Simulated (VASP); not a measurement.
**Run report: W, geometry relaxation (part 2 of 3)**

Continued. System: W (Im-3m, 1 atom in the cell). Method: Kohn-Sham DFT of a periodic cell, PBE, VASP PAW PBE potentials, recommended, spin-polarised (VASP 6.6.1); cutoff 520 eV, 18×18×18 k-mesh, Gaussian smearing of 0.1 eV, collinear spins. The structure derives from an entry of the Crystallography Open Database.

Geometry of the input (Å; fractional positions):
```
-1.5823  1.5823  1.5823
1.5823  -1.5823  1.5823
1.5823  1.5823  -1.5823
W  0.0000  0.0000  0.0000
```

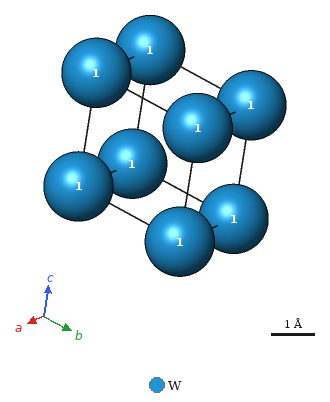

Figure 1. The input geometry (spheres-only view of the cell of the calculation, seen slightly off an axis; atoms are numbered from 1 in the order of the input).

## Parts of OUTCAR, continued
```
  Cartesian coordinates                     Fractional coordinates (reciprocal lattice)
     0.000000000  0.017554818  0.017554818     0.055555556  0.000000000  0.000000000
     0.017554818  0.000000000  0.017554818     0.000000000  0.055555556  0.000000000
     0.017554818  0.017554818  0.000000000     0.000000000  0.000000000  0.055555556

  Length of vectors
     0.024826261  0.024826261  0.024826261

  Shift w.r.t. Gamma in fractional coordinates (k-lattice)
     0.000000000  0.000000000  0.000000000

 Subroutine IBZKPT returns following result:
 ===========================================

 Found    195 irreducible k-points:

 Following reciprocal coordinates:
            Coordinates               Weight
  0.000000  0.000000  0.000000      1.000000
  0.055556  0.000000  0.000000     12.000000
  0.111111  0.000000  0.000000     12.000000
  0.166667  0.000000  0.000000     12.000000
  0.222222  0.000000  0.000000     12.000000
  0.277778  0.000000  0.000000     12.000000
  0.333333  0.000000  0.000000     12.000000
  0.388889  0.000000  0.000000     12.000000
  0.444444  0.000000  0.000000     12.000000
  0.500000  0.000000  0.000000      6.000000
  0.055556  0.055556  0.000000     24.000000
  0.111111  0.055556  0.000000     48.000000
  0.166667  0.055556  0.000000     48.000000
  0.222222  0.055556  0.000000     48.000000
  0.277778  0.055556  0.000000     48.000000
  0.333333  0.055556  0.000000     48.000000
  0.388889  0.055556  0.000000     48.000000
  0.444444  0.055556  0.000000     48.000000
  0.111111  0.111111  0.000000     24.000000
  0.166667  0.111111 -0.000000     48.000000
  0.222222  0.111111  0.000000     48.000000
  0.277778  0.111111  0.000000     48.000000
  0.333333  0.111111 -0.000000     48.000000
  0.388889  0.111111  0.000000     48.000000
 [... further k-points ...]
   k-points           NKPTS =    195   k-points in BZ     NKDIM =    195   number of bands    NBANDS=     12
   number of dos      NEDOS =    301   number of ions     NIONS =      1
   total plane-waves  NPLWV =   8000
   dimension x,y,z NGX =    20 NGY =   20 NGZ =   20
   dimension x,y,z NGXF=    40 NGYF=   40 NGZF=   40
   ions per type =               1
   NGX,Y,Z   is equivalent  to a cutoff of  12.13, 12.13, 12.13 a.u.
   NGXF,Y,Z  is equivalent  to a cutoff of  24.26, 24.26, 24.26 a.u.
 SYSTEM =  unknown system
   PREC   = accura    normal or accurate (medium, high low for compatibility)
   ISTART =      0    job   : 0-new  1-cont  2-samecut
   ICHARG =      2    charge: 1-file 2-atom 10-const
   ISPIN  =      2    spin polarized calculation?
   LNONCOLLINEAR =      F non collinear calculations
   LSORBIT =      F    spin-orbit coupling
   LASPH  =      T    aspherical Exc in radial PAW
   ENCUT  =  520.0 eV  38.22 Ry    6.18 a.u.   5.10  5.10  5.10*2*pi/ulx,y,z
   NELM   =    150;   NELMIN=  2; NELMDL= -5     # of ELM steps
   EDIFF  = 0.1E-06   stopping-criterion for ELM
   LREAL  =      F    real-space projection
   EDIFFG = -.2E-02   stopping-criterion for IOM
   NSW    =     80    number of steps for IOM
   IBRION =      2    ionic relax: 0-MD 1-quasi-New 2-CG
   NFREE  =      1    steps in history (QN), initial steepest desc. (CG)
   ISIF   =      3    stress and relaxation
   ISYM   =      2    0-nonsym 1-usesym 2-fastsym
   POTIM  = 0.5000    time-step for ionic-motion
   TEBEG  =    0.0;   TEEND  =   0.0 temperature during run
   PSTRESS=    0.0 pullay stress
   NELECT =      14.0000    total number of electrons
   NUPDOWN=      -1.0000    fix difference up-down
   EMIN   =  10.00;   EMAX   =-10.00  energy-range for DOS
   EFERMI =   0.00;   METHOD = LEGACY
   ISMEAR =     0;   SIGMA  =   0.10  broadening in eV -4-tet -1-fermi 0-gaus
   EFERMI_NEDOS =   21; number of points for ismear=-14 and -15
   IALGO  =     68    algorithm
   IMIX   =      4    mixing-type and parameters
     AMIX     =   0.40;   BMIX     =  1.00
     AMIX_MAG =   1.60;   BMIX_MAG =  1.00
  volume/ion in A,a.u.               =      15.85       106.94
  Fermi-wavevector in a.u.,A,eV,Ry     =   1.570832  2.968442 33.572544  2.467512
  Thomas-Fermi vector in A             =   2.672506
   LORBIT       =     11    0 simple, 1 ext, 2 COOP (PROOUT), +10 PAW based schemes
   GGA     = PE    functional components
   LHFCALC =     F    Hartree Fock is set to
   AEXX    =    0.0000 exact exchange contribution
   IVDW    =     0    specifies the selected vdW correction
   LEPSILON=     F    determine dielectric tensor
   LRPA    =     F    only Hartree local field effects (RPA)
 conjugate gradient relaxation of ions
 spin polarized calculation
 RMM-DIIS sequential band-by-band and
 Gauss-broadening in eV      SIGMA  =   0.10
  energy-cutoff  :      520.00
  volume of cell :       15.85
 maximum number of plane-waves:       440
   NGX = 11   NGY = 11   NGZ = 11

--------------------------------------- Ionic step        1  -------------------------------------------

 number of electron      14.0000004 magnetization       0.0002863

 number of electron      14.0000004 magnetization      -0.0000432

 Free energy of the ion-electron system (eV)
  ---------------------------------------------------
  ext. energy  EPLUGINS =         0.00000000
  ---------------------------------------------------
  free energy    TOTEN  =       -12.94507087 eV

  energy without entropy =      -12.94160190  energy(sigma->0) =      -12.94333638

------------------------ aborting loop because EDIFF is reached ----------------------------------------

  FORCE on cell =-STRESS in cart. coord.  units (eV):
  Direction    XX          YY          ZZ          XY          YZ          ZX
  --------------------------------------------------------------------------------------
  -------------------------------------------------------------------------------------
  Total        0.6148732      0.6148732      0.6148732      0.0000000      0.0000000     -0.0000000
  in kB       62.1630972     62.1630972     62.1630972      0.0000000      0.0000000     -0.0000000
  external PRESSURE =      62.1630972 kB  Pullay stress =       0.0000000 kB

 VOLUME and BASIS-vectors are now :
 -----------------------------------------------------------------------------
  energy-cutoff  :      520.00
  volume of cell :       15.85
      direct lattice vectors                 reciprocal lattice vectors
    -1.582345000  1.582345000  1.582345000     0.000000000  0.315986716  0.315986716
     1.582345000 -1.582345000  1.582345000     0.315986716  0.000000000  0.315986716
     1.582345000  1.582345000 -1.582345000     0.315986716  0.315986716  0.000000000

 POSITION                                       TOTAL-FORCE (eV/Angst)
 -----------------------------------------------------------------------------------
      0.00000      0.00000      0.00000         0.000000     -0.000000      0.000000
 -----------------------------------------------------------------------------------
    total drift:                                0.000000      0.000000      0.000000

  FREE ENERGIE OF THE ION-ELECTRON SYSTEM (eV)
  ---------------------------------------------------
  free  energy   TOTEN  =       -12.9450708677 eV

  energy  without entropy=      -12.9416018981  energy(sigma->0) =      -12.94333638

--------------------------------------- Ionic step        2  -------------------------------------------

 number of electron      13.9999999 magnetization       0.0000820

 number of electron      13.9999999 magnetization      -0.0000000

------------------------ aborting loop because EDIFF is reached ----------------------------------------

  FORCE on cell =-STRESS in cart. coord.  units (eV):
  Direction    XX          YY          ZZ          XY          YZ          ZX
  --------------------------------------------------------------------------------------
  -------------------------------------------------------------------------------------
  Total       -1.9406225     -1.9406225     -1.9406225      0.0000000      0.0000000      0.0000000
  in kB     -179.7225831   -179.7225831   -179.7225831      0.0000000      0.0000000      0.0000000
  external PRESSURE =    -179.7225831 kB  Pullay stress =       0.0000000 kB

 VOLUME and BASIS-vectors are now :
 -----------------------------------------------------------------------------
  energy-cutoff  :      520.00
  volume of cell :       17.30
      direct lattice vectors                 reciprocal lattice vectors
    -1.629282285  1.629282285  1.629282285     0.000000000  0.306883592  0.306883592
     1.629282285 -1.629282285  1.629282285     0.306883592  0.000000000  0.306883592
     1.629282285  1.629282285 -1.629282285     0.306883592  0.306883592  0.000000000

 POSITION                                       TOTAL-FORCE (eV/Angst)
 -----------------------------------------------------------------------------------
      0.00000      3.25856      0.00000         0.000000     -0.000000     -0.000000
 -----------------------------------------------------------------------------------
    total drift:                                0.000000      0.000000     -0.000000

  FREE ENERGIE OF THE ION-ELECTRON SYSTEM (eV)
  ---------------------------------------------------
  free  energy   TOTEN  =       -12.8828057721 eV

  energy  without entropy=      -12.8785908996  energy(sigma->0) =      -12.88069834

--------------------------------------- Ionic step        3  -------------------------------------------

 number of electron      14.0000000 magnetization      -0.0000000

 number of electron      14.0000000 magnetization       0.0000000

------------------------ aborting loop because EDIFF is reached ----------------------------------------

  FORCE on cell =-STRESS in cart. coord.  units (eV):
  Direction    XX          YY          ZZ          XY          YZ          ZX
  --------------------------------------------------------------------------------------
  -------------------------------------------------------------------------------------
  Total       -0.0155088     -0.0155088     -0.0155088     -0.0000000      0.0000000      0.0000000
  in kB       -1.5368731     -1.5368731     -1.5368731     -0.0000000      0.0000000      0.0000000
  external PRESSURE =      -1.5368731 kB  Pullay stress =       0.0000000 kB

 VOLUME and BASIS-vectors are now :
 -----------------------------------------------------------------------------
  energy-cutoff  :      520.00
  volume of cell :       16.17
      direct lattice vectors                 reciprocal lattice vectors
    -1.592929859  1.592929859  1.592929859     0.000000000  0.313887016  0.313887016
     1.592929859 -1.592929859  1.592929859     0.313887016  0.000000000  0.313887016
     1.592929859  1.592929859 -1.592929859     0.313887016  0.313887016  0.000000000

 POSITION                                       TOTAL-FORCE (eV/Angst)
 -----------------------------------------------------------------------------------
      0.00000     -0.00000      0.00000        -0.000000      0.000000     -0.000000
 -----------------------------------------------------------------------------------
    total drift:                                0.000000      0.000000      0.000000

  FREE ENERGIE OF THE ION-ELECTRON SYSTEM (eV)
  ---------------------------------------------------
  free  energy   TOTEN  =       -12.9509906173 eV

  energy  without entropy=      -12.9474049759  energy(sigma->0) =      -12.94919780

[... ionic steps 4 to 13 ...]

--------------------------------------- Ionic step       14  -------------------------------------------

 number of electron      14.0000000 magnetization      -0.0000007

 number of electron      14.0000000 magnetization       0.0000004

------------------------ aborting loop because EDIFF is reached ----------------------------------------

  FORCE on cell =-STRESS in cart. coord.  units (eV):
  Direction    XX          YY          ZZ          XY          YZ          ZX
  --------------------------------------------------------------------------------------
  -------------------------------------------------------------------------------------
  Total        0.0022983      0.0022983      0.0022983      0.0000000     -0.0000000      0.0000000
  in kB        0.2278949      0.2278949      0.2278949      0.0000000     -0.0000000      0.0000000
  external PRESSURE =       0.2278949 kB  Pullay stress =       0.0000000 kB

 VOLUME and BASIS-vectors are now :
 -----------------------------------------------------------------------------
  energy-cutoff  :      520.00
  volume of cell :       16.16
      direct lattice vectors                 reciprocal lattice vectors
    -1.592597183  1.592597183  1.592597183     0.000000000  0.313952584  0.313952584
     1.592597183 -1.592597183  1.592597183     0.313952584  0.000000000  0.313952584
     1.592597183  1.592597183 -1.592597183     0.313952584  0.313952584  0.000000000

 POSITION                                       TOTAL-FORCE (eV/Angst)
 -----------------------------------------------------------------------------------
      0.00000      0.00000     -0.00000         0.000000     -0.000000      0.000000
 -----------------------------------------------------------------------------------
    total drift:                                0.000000      0.000000      0.000000

  FREE ENERGIE OF THE ION-ELECTRON SYSTEM (eV)
  ---------------------------------------------------
  free  energy   TOTEN  =       -12.9509958779 eV

  energy  without entropy=      -12.9474142029  energy(sigma->0) =      -12.94920504
```
